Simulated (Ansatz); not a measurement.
Geometry relaxation of CuO (part 1 of 4)

- system: CuO (Cccm, 4 atoms in the cell)
- method: DFT PBE, scalar-relativistic, plane waves, PAW, no spin polarisation (Ansatz 0.2.0)

The structure derives from a Materials Project entry. The run did not end well. It belongs to a series of runs on one base structure; here: relaxed ecut: 200 eV. Figures and captions count atoms from 1; the log counts them from 0 in places.

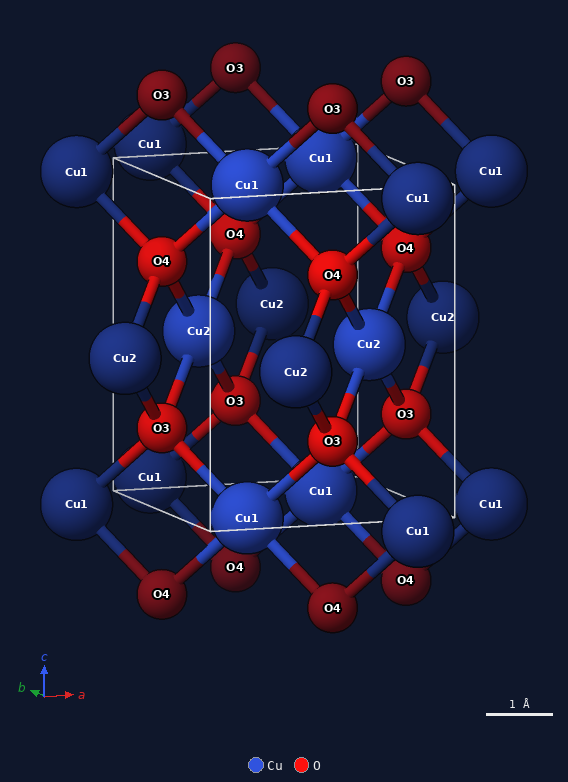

Fig. 1: The input geometry (ball-and-stick view of the cell 2 times as large as that of the calculation, set on its symmetry axes, seen slightly off an axis; neighbours outside the cell are drawn fainter; atoms are numbered from 1 in the order of the input). An atom can appear more than once, as a periodic image. Near neighbours in the periodic cell (some may lie outside the picture): Cu has 4 O at 1.95 Å; O has 4 Cu at 1.95 Å.

### Input
```yaml
crystal:
  lattice:
    - [1.990968, -2.15355, 0.0]
    - [1.990968, 2.15355, 0.0]
    - [0.0, 0.0, 5.155928]
  atoms:
    - { symbol: Cu, position: [0.0, 0.5, 0.0] }
    - { symbol: Cu, position: [0.5, 0.0, 0.5] }
    - { symbol: O, position: [0.5, 0.5, 0.25] }
    - { symbol: O, position: [0.5, 0.5, 0.75] }
basis:
  ecutwfc: 200
kpoints:
  mp_grid: { grid: [14, 14, 8] }
hamiltonian:
  xc: pbe
scf:
  occupations: { method: gaussian, width: 0.1 }
output:
  forces: true
  stress: true
  eigenvalues: true
relax:
  adjacent_minimum: "off"
  f_tol: 0.01
  max_steps: 60
  cell: { stress_tol: 0.05 }
```

Hardware: 1 thread of Arm Neoverse V1, 24 GiB of memory available, shared host.

Run as:
```bash
ansatz run input.yaml --threads 1 --pin off --max-ram 2560MiB --backend cpu --events-out ev --progress --plain --runs-dir out
```

### Log
```
Warning: basis.ecutwfc = 200 eV is below the records' recommended 420 eV, and the density's cutoff is lower with it unless basis.ecutrho_ratio is high enough to keep the records' density cutoff: compare with a run at a higher cutoff
Engine: ansatz 0.2.0, aarch64-unknown-linux-gnu
Pseudopotentials: kind: paw
Pseudopotential: Cu, paw, valence charge 19, recommended cutoff 420 eV (normal), Cu.paw.azcp
Pseudopotential: O, paw, valence charge 6, recommended cutoff 420 eV (normal), O.paw.azcp
Functional definition: PBE
  parameter kappa = 0.804
  parameter beta = 0.06672455060314922
  exchange = pbe_x(kappa = kappa, mu = beta*pi^2/3)
  correlation = pbe_c(beta = beta)
Crystal: 4 atoms, lattice volume = 44.214 Å³
Basis set: ecut = 200 eV, 283 PW (Γ), exchange–correlation on 30×30×48 points (8 copies of the dense FFT grid, shifted against one another)
Bands: 30, of which v1, the nominal top of the filled ones, is band 25 counted from 1 (24 counted from 0)
Symmetry: 8 space group operations
Space group: Cccm (ITA 66), of the structure as read, at distance tolerance 3.5e-5 Å
k-points: 285 of 1568
Non-local potential: Cu, projectors of the file, l = 0: 3, l = 1: 2, l = 2: 3, l = 3: 1
Non-local potential: O, projectors of the file, l = 0: 2, l = 1: 2, l = 2: 1
PAW form: soft (Blöchl's): semilocal exchange-correlation on the pseudo side does not see the compensation charge
PAW one-centre angular grid: Cu, 590 points (default); XC on 64 Gauss nodes
PAW one-centre angular grid: O, 110 points (default); XC on 64 Gauss nodes
Initial density: superposition of atomic densities (neutral atoms: chi_scale 0, normalization atom), corrected by the library's trained network
Initial wavefunctions: pseudopotential atomic-orbital guess
Functional: x = pbe(κ = 0.804, μ = 0.2195149727645171), c = pbe(β = 0.06672455060314922)
SCF iter   1: F=—  HF=-14346.015292 eV  |F-HF|=—  |Δ(HF+E_count)|=         —  Δρ=1.88e-1  dr2=6.22e0  ethr=1.77e-3  ⟨swp⟩=3.9  Hψ=27363  notcnv=0
preconditioner: auto → LDOS  [metal: Δε(μ)=0.004 eV  Ē_g=11.305 eV  σ=0.100 eV  W_gap=0.02  n_scr=16 (ndim 8)  ℏωp=32.6 eV  f_vac=0.080  D(μ)=1.74/eV (n_scr^D=16)  β→1.0]
SCF iter   2: F=—  HF=-14349.799287 eV  |F-HF|=—  |Δ(HF+E_count)|=    3.78e0  Δρ=3.36e-1  dr2=2.57e1  ethr=1.77e-3  ⟨swp⟩=3.0  Hψ=27010  notcnv=0  defer=161
SCF iter   3: F=—  HF=-14339.858393 eV  |F-HF|=—  |Δ(HF+E_count)|=    9.94e0  Δρ=7.25e-2  dr2=1.86e0  ethr=1.77e-3  ⟨swp⟩=3.0  Hψ=23693  notcnv=0  defer=148
SCF iter   4: F=—  HF=-14339.485095 eV  |F-HF|=—  |Δ(HF+E_count)|=   3.73e-1  Δρ=1.75e-2  dr2=3.22e-2  ethr=1.77e-3  ⟨swp⟩=2.0  Hψ=14484  notcnv=0  defer=160
SCF iter   5: F=—  HF=-14339.532937 eV  |F-HF|=—  |Δ(HF+E_count)|=   4.78e-2  Δρ=5.44e-3  dr2=9.96e-3  ethr=6.44e-5  ⟨swp⟩=2.0  Hψ=16010  notcnv=0  defer=147
SCF iter   6: F=—  HF=-14339.532138 eV  |F-HF|=—  |Δ(HF+E_count)|=   7.99e-4  Δρ=2.64e-3  dr2=2.41e-3  ethr=1.99e-5  ⟨swp⟩=1.0  Hψ=8403  notcnv=0  defer=147
SCF iter   7: F=—  HF=-14339.531709 eV  |F-HF|=—  |Δ(HF+E_count)|=   4.29e-4  Δρ=6.67e-4  dr2=1.45e-4  ethr=4.82e-6  ⟨swp⟩=2.1  Hψ=12146  notcnv=0  defer=147
SCF iter   8: F=—  HF=-14339.531679 eV  |F-HF|=—  |Δ(HF+E_count)|=   2.99e-5  Δρ=8.00e-5  dr2=2.11e-6  ethr=2.90e-7  ⟨swp⟩=2.5  Hψ=11768  notcnv=0  defer=147
SCF iter   9: F=—  HF=-14339.531352 eV  |F-HF|=—  |Δ(HF+E_count)|=   3.27e-4  Δρ=6.22e-5  dr2=1.06e-6  ethr=4.22e-9  ⟨swp⟩=2.0  Hψ=15191  notcnv=0  defer=147
SCF iter  10: F=—  HF=-14339.531352 eV  |F-HF|=—  |Δ(HF+E_count)|=   6.96e-9  Δρ=4.56e-5  dr2=6.05e-7  ethr=2.13e-9  ⟨swp⟩=1.0  Hψ=8403  notcnv=0  defer=147
SCF iter  11: F=—  HF=-14339.531352 eV  |F-HF|=—  |Δ(HF+E_count)|=   2.32e-8  Δρ=2.35e-5  dr2=1.62e-7  ethr=1.21e-9  ⟨swp⟩=1.0  Hψ=8403  notcnv=0  defer=147
SCF iter  12: F=-14339.531352 eV  HF=-14339.531352 eV  |F-HF|=2.43e-9  |Δ(HF+E_count)|=   9.26e-9  Δρ=4.33e-6  dr2=5.06e-9  ethr=2.00e-10  ⟨swp⟩=5.1  Hψ=23951  notcnv=0
SCF 1 converged in 12 iterations: F = -14339.531352 eV  dr2 = 5.06e-9
  greatest PAW one-centre occupation: 1.019 electrons in one spin orbital (limit 2), on the Cu atom at site 1 (counted from 0), in its partial waves of l = 1
relax step   1: F+E_penalty+E_count = -14339.53135190 eV  Δ(F+E_penalty+E_count) = +0.000e0 eV  max|allowed force component| = 2.220e-16 eV/Å  Δτ_max = 0.0000 Å  P = +20.828 GPa  Ω = 44.214 Å³  (12 SCF iters, dr2 threshold 1.00e-7 eV, accepted)
Crystal: 4 atoms, lattice volume = 46.535 Å³
Basis set: ecut = 200 eV, 285 PW (Γ), exchange–correlation on 30×30×48 points (8 copies of the dense FFT grid, shifted against one another)
Initial density: handed on by an earlier stage of this run
Initial wavefunctions: those handed on with the density
iter 1 solved again at ethr=4.09e-4 eV; its pass at ethr=3.10e-3 eV (dr2=2.04e-1 eV) is discarded
SCF iter   1: F=—  HF=-14329.198088 eV  |F-HF|=—  |Δ(HF+E_count)|=         —  Δρ=3.22e-2  dr2=2.05e-1  ethr=4.09e-4  ⟨swp⟩=1.0  Hψ=36900  notcnv=0
preconditioner: auto → LDOS  [metal: Δε(μ)=0.007 eV  Ē_g=11.923 eV  σ=0.100 eV  W_gap=0.04  n_scr=16 (ndim 8)  ℏωp=31.7 eV  f_vac=0.129  D(μ)=2.05/eV (n_scr^D=16)  β→1.0]
SCF iter   2: F=—  HF=-14329.214703 eV  |F-HF|=—  |Δ(HF+E_count)|=   1.66e-2  Δρ=4.80e-2  dr2=5.43e-1  ethr=4.09e-4  ⟨swp⟩=2.2  Hψ=17160  notcnv=0
SCF iter   3: F=—  HF=-14329.041666 eV  |F-HF|=—  |Δ(HF+E_count)|=   1.73e-1  Δρ=1.11e-2  dr2=4.51e-2  ethr=4.09e-4  ⟨swp⟩=2.2  Hψ=17975  notcnv=0  defer=143
SCF iter   4: F=—  HF=-14329.033870 eV  |F-HF|=—  |Δ(HF+E_count)|=   7.80e-3  Δρ=5.22e-3  dr2=9.43e-3  ethr=9.03e-5  ⟨swp⟩=1.0  Hψ=8407  notcnv=0  defer=143
SCF iter   5: F=—  HF=-14329.033659 eV  |F-HF|=—  |Δ(HF+E_count)|=   2.11e-4  Δρ=9.14e-4  dr2=3.21e-4  ethr=1.89e-5  ⟨swp⟩=2.6  Hψ=12655  notcnv=0  defer=143
SCF iter   6: F=—  HF=-14329.032837 eV  |F-HF|=—  |Δ(HF+E_count)|=   8.22e-4  Δρ=5.87e-5  dr2=6.84e-7  ethr=6.41e-7  ⟨swp⟩=2.1  Hψ=12178  notcnv=0  defer=143
SCF iter   7: F=-14329.032837 eV  HF=-14329.032837 eV  |F-HF|=4.06e-9  |Δ(HF+E_count)|=   2.10e-7  Δρ=9.61e-6  dr2=2.43e-8  ethr=8.00e-10  ⟨swp⟩=5.7  Hψ=29442  notcnv=0
SCF 2 converged in 7 iterations: F = -14329.032837 eV  dr2 = 2.43e-8
  greatest PAW one-centre occupation: 1.028 electrons in one spin orbital (limit 2), on the Cu atom at site 1 (counted from 0), in its partial waves of l = 1
relax step   2: F+E_penalty+E_count = -14329.03283722 eV  Δ(F+E_penalty+E_count) = +1.050e1 eV  max|allowed force component| = 1.388e-16 eV/Å  Δτ_max = 0.0000 Å  P = -111.524 GPa  Ω = 46.535 Å³  energy of the carried Pulay correction = -9.542e0 eV  (7 SCF iters, dr2 threshold 4.00e-7 eV, rejected (line search))
[... from here on the SCF iterations and repeated set-up lines of each step are left out, up to the last step ...]
SCF 3 converged in 11 iterations: F = -14337.774864 eV  dr2 = 1.03e-12
relax step   3: F+E_penalty+E_count = -14337.77486409 eV  Δ(F+E_penalty+E_count) = +1.756e0 eV  max|allowed force component| = 1.388e-16 eV/Å  Δτ_max = 0.0000 Å  P = -3.100 GPa  Ω = 44.636 Å³  energy of the carried Pulay correction = -1.770e0 eV  (11 SCF iters, accepted)
SCF 4 converged in 5 iterations: F = -14338.071952 eV  dr2 = 3.62e-7
relax step   4: F+E_penalty+E_count = -14338.07195232 eV  Δ(F+E_penalty+E_count) = -2.971e-1 eV  max|allowed force component| = 1.388e-16 eV/Å  Δτ_max = 0.0000 Å  P = +0.809 GPa  Ω = 44.569 Å³  energy of the carried Pulay correction = -1.493e0 eV  (5 SCF iters, dr2 threshold 4.00e-7 eV, accepted)
SCF 5 converged in 4 iterations: F = -14338.004384 eV  dr2 = 1.21e-7
relax step   5: F+E_penalty+E_count = -14338.00438411 eV  Δ(F+E_penalty+E_count) = +6.757e-2 eV  max|allowed force component| = 2.776e-17 eV/Å  Δτ_max = 0.0000 Å  P = -0.092 GPa  Ω = 44.585 Å³  energy of the carried Pulay correction = -1.561e0 eV  (4 SCF iters, dr2 threshold 4.00e-7 eV, accepted)
SCF 6 converged in 5 iterations: F = -14338.011539 eV  dr2 = 4.27e-8
relax step   6: F+E_penalty+E_count = -14338.01153911 eV  Δ(F+E_penalty+E_count) = -7.155e-3 eV  max|allowed force component| = 4.163e-17 eV/Å  Δτ_max = 0.0000 Å  P = +0.007 GPa  Ω = 44.584 Å³  energy of the carried Pulay correction = -1.554e0 eV  (5 SCF iters, dr2 threshold 6.84e-8 eV, accepted)
SCF 7 converged in 10 iterations: F = -14339.715234 eV  dr2 = 1.12e-12
relax step   7: F+E_penalty+E_count = -14339.71523370 eV  Δ(F+E_penalty+E_count) = -1.704e0 eV  max|allowed force component| = 5.551e-17 eV/Å  Δτ_max = 0.0000 Å  P = +17.390 GPa  Ω = 44.584 Å³  stress off target by 2.75e1 GPa  SCF on the basis re-selected at this cell (its energy is not comparable with the rows above)  (10 SCF iters)
SCF 8 converged in 6 iterations: F = -14338.495453 eV  dr2 = 1.58e-8
relax step   8: F+E_penalty+E_count = -14338.49545265 eV  Δ(F+E_penalty+E_count) = +1.220e0 eV  max|allowed force component| = 8.327e-17 eV/Å  Δτ_max = 0.0000 Å  P = +7.709 GPa  Ω = 44.884 Å³  energy of the carried Pulay correction = -1.253e0 eV  (6 SCF iters, dr2 threshold 4.00e-7 eV, accepted)
SCF 9 converged in 6 iterations: F = -14337.590616 eV  dr2 = 1.04e-8
relax step   9: F+E_penalty+E_count = -14337.59061632 eV  Δ(F+E_penalty+E_count) = +9.048e-1 eV  max|allowed force component| = 1.943e-16 eV/Å  Δτ_max = 0.0000 Å  P = +0.713 GPa  Ω = 45.102 Å³  energy of the carried Pulay correction = -2.163e0 eV  (6 SCF iters, dr2 threshold 4.00e-7 eV, accepted)
SCF 10 converged in 4 iterations: F = -14337.498291 eV  dr2 = 3.82e-7
relax step  10: F+E_penalty+E_count = -14337.49829140 eV  Δ(F+E_penalty+E_count) = +9.232e-2 eV  max|allowed force component| = 1.249e-16 eV/Å  Δτ_max = 0.0000 Å  P = +0.009 GPa  Ω = 45.124 Å³  energy of the carried Pulay correction = -2.256e0 eV  (4 SCF iters, dr2 threshold 4.00e-7 eV, accepted)
SCF 11 converged in 4 iterations: F = -14337.496532 eV  dr2 = 1.51e-8
relax step  11: F+E_penalty+E_count = -14337.49653159 eV  Δ(F+E_penalty+E_count) = +1.760e-3 eV  max|allowed force component| = 1.665e-16 eV/Å  Δτ_max = 0.0000 Å  P = +0.005 GPa  Ω = 45.125 Å³  energy of the carried Pulay correction = -2.257e0 eV  (4 SCF iters, dr2 threshold 5.01e-8 eV, accepted)
SCF 12 converged in 9 iterations: F = -14339.748631 eV  dr2 = 2.20e-11
relax step  12: F+E_penalty+E_count = -14339.74863121 eV  Δ(F+E_penalty+E_count) = -2.252e0 eV  max|allowed force component| = 1.665e-16 eV/Å  Δτ_max = 0.0000 Å  P = +14.143 GPa  Ω = 45.125 Å³  stress off target by 2.27e1 GPa  SCF on the basis re-selected at this cell (its energy is not comparable with the rows above)  (9 SCF iters)
SCF 13 converged in 7 iterations: F = -14338.069623 eV  dr2 = 3.38e-9
relax step  13: F+E_penalty+E_count = -14338.06962326 eV  Δ(F+E_penalty+E_count) = +1.679e0 eV  max|allowed force component| = 4.163e-17 eV/Å  Δτ_max = 0.0000 Å  P = +1.665 GPa  Ω = 45.540 Å³  energy of the carried Pulay correction = -1.706e0 eV  (7 SCF iters, dr2 threshold 4.00e-7 eV, accepted)
SCF 14 converged in 5 iterations: F = -14337.843710 eV  dr2 = 2.95e-7
relax step  14: F+E_penalty+E_count = -14337.84371022 eV  Δ(F+E_penalty+E_count) = +2.259e-1 eV  max|allowed force component| = 1.110e-16 eV/Å  Δτ_max = 0.0000 Å  P = -0.001 GPa  Ω = 45.595 Å³  energy of the carried Pulay correction = -1.933e0 eV  (5 SCF iters, dr2 threshold 4.00e-7 eV, accepted)
SCF 15 converged in 3 iterations: F = -14337.844210 eV  dr2 = 4.13e-8
relax step  15: F+E_penalty+E_count = -14337.84421025 eV  Δ(F+E_penalty+E_count) = -5.000e-4 eV  max|allowed force component| = 4.163e-17 eV/Å  Δτ_max = 0.0000 Å  P = +0.003 GPa  Ω = 45.595 Å³  energy of the carried Pulay correction = -1.933e0 eV  (3 SCF iters, dr2 threshold 7.29e-8 eV, accepted)
SCF 16 converged in 9 iterations: F = -14339.780542 eV  dr2 = 1.32e-12
relax step  16: F+E_penalty+E_count = -14339.78054245 eV  Δ(F+E_penalty+E_count) = -1.936e0 eV  max|allowed force component| = 5.551e-17 eV/Å  Δτ_max = 0.0000 Å  P = +11.309 GPa  Ω = 45.595 Å³  stress off target by 1.92e1 GPa  SCF on the basis re-selected at this cell (its energy is not comparable with the rows above)  (9 SCF iters)
SCF 17 converged in 7 iterations: F = -14338.221708 eV  dr2 = 3.61e-9
relax step  17: F+E_penalty+E_count = -14338.22170790 eV  Δ(F+E_penalty+E_count) = +1.559e0 eV  max|allowed force component| = 1.388e-16 eV/Å  Δτ_max = 0.0000 Å  P = -0.117 GPa  Ω = 45.984 Å³  energy of the carried Pulay correction = -1.579e0 eV  (7 SCF iters, dr2 threshold 4.00e-7 eV, accepted)
SCF 18 converged in 3 iterations: F = -14338.241369 eV  dr2 = 1.78e-7
relax step  18: F+E_penalty+E_count = -14338.24136868 eV  Δ(F+E_penalty+E_count) = -1.966e-2 eV  max|allowed force component| = 9.714e-17 eV/Å  Δτ_max = 0.0000 Å  P = +0.022 GPa  Ω = 45.979 Å³  energy of the carried Pulay correction = -1.559e0 eV  (3 SCF iters, dr2 threshold 4.00e-7 eV, accepted)
SCF 19 converged in 9 iterations: F = -14339.819541 eV  dr2 = 1.39e-11
relax step  19: F+E_penalty+E_count = -14339.81954106 eV  Δ(F+E_penalty+E_count) = -1.578e0 eV  max|allowed force component| = 6.939e-17 eV/Å  Δτ_max = 0.0000 Å  P = +8.864 GPa  Ω = 45.979 Å³  stress off target by 1.65e1 GPa  SCF on the basis re-selected at this cell (its energy is not comparable with the rows above)  (9 SCF iters)
SCF 20 converged in 6 iterations: F = -14338.612291 eV  dr2 = 4.25e-9
relax step  20: F+E_penalty+E_count = -14338.61229149 eV  Δ(F+E_penalty+E_count) = +1.207e0 eV  max|allowed force component| = 1.110e-16 eV/Å  Δτ_max = 0.0000 Å  P = +0.133 GPa  Ω = 46.283 Å³  energy of the carried Pulay correction = -1.222e0 eV  (6 SCF iters, dr2 threshold 4.00e-7 eV, accepted)
SCF 21 converged in 4 iterations: F = -14338.593862 eV  dr2 = 6.79e-8
relax step  21: F+E_penalty+E_count = -14338.59386193 eV  Δ(F+E_penalty+E_count) = +1.843e-2 eV  max|allowed force component| = 8.327e-17 eV/Å  Δτ_max = 0.0000 Å  P = -0.003 GPa  Ω = 46.288 Å³  energy of the carried Pulay correction = -1.240e0 eV  (4 SCF iters, dr2 threshold 1.33e-7 eV, accepted)
SCF 22 converged in 9 iterations: F = -14339.845585 eV  dr2 = 1.35e-11
relax step  22: F+E_penalty+E_count = -14339.84558491 eV  Δ(F+E_penalty+E_count) = -1.252e0 eV  max|allowed force component| = 6.939e-17 eV/Å  Δτ_max = 0.0000 Å  P = +6.557 GPa  Ω = 46.288 Å³  stress off target by 1.32e1 GPa  SCF on the basis re-selected at this cell (its energy is not comparable with the rows above)  (9 SCF iters)
SCF 23 converged in 6 iterations: F = -14338.961044 eV  dr2 = 4.32e-9
relax step  23: F+E_penalty+E_count = -14338.96104444 eV  Δ(F+E_penalty+E_count) = +8.845e-1 eV  max|allowed force component| = 1.388e-16 eV/Å  Δτ_max = 0.0000 Å  P = +0.229 GPa  Ω = 46.513 Å³  energy of the carried Pulay correction = -8.940e-1 eV  (6 SCF iters, dr2 threshold 4.00e-7 eV, accepted)
SCF 24 converged in 4 iterations: F = -14338.928508 eV  dr2 = 1.95e-7
relax step  24: F+E_penalty+E_count = -14338.92850817 eV  Δ(F+E_penalty+E_count) = +3.254e-2 eV  max|allowed force component| = 1.388e-16 eV/Å  Δτ_max = 0.0000 Å  P = -0.008 GPa  Ω = 46.521 Å³  energy of the carried Pulay correction = -9.265e-1 eV  (4 SCF iters, dr2 threshold 4.00e-7 eV, accepted)
SCF 25 converged in 9 iterations: F = -14339.896882 eV  dr2 = 2.70e-12
relax step  25: F+E_penalty+E_count = -14339.89688243 eV  Δ(F+E_penalty+E_count) = -9.684e-1 eV  max|allowed force component| = 1.665e-16 eV/Å  Δτ_max = 0.0000 Å  P = +4.226 GPa  Ω = 46.521 Å³  stress off target by 8.92e0 GPa  SCF on the basis re-selected at this cell (its energy is not comparable with the rows above)  (9 SCF iters)
SCF 26 converged in 6 iterations: F = -14339.359546 eV  dr2 = 3.22e-9
relax step  26: F+E_penalty+E_count = -14339.35954591 eV  Δ(F+E_penalty+E_count) = +5.373e-1 eV  max|allowed force component| = 1.665e-16 eV/Å  Δτ_max = 0.0000 Å  P = +0.399 GPa  Ω = 46.659 Å³  energy of the carried Pulay correction = -5.419e-1 eV  (6 SCF iters, dr2 threshold 4.00e-7 eV, accepted)
SCF 27 converged in 5 iterations: F = -14339.305542 eV  dr2 = 1.26e-8
relax step  27: F+E_penalty+E_count = -14339.30554193 eV  Δ(F+E_penalty+E_count) = +5.400e-2 eV  max|allowed force component| = 6.939e-17 eV/Å  Δτ_max = 0.0000 Å  P = +0.022 GPa  Ω = 46.673 Å³  energy of the carried Pulay correction = -5.960e-1 eV  (5 SCF iters, dr2 threshold 4.00e-7 eV, accepted)
SCF 28 converged in 9 iterations: F = -14339.835663 eV  dr2 = 2.47e-11
```
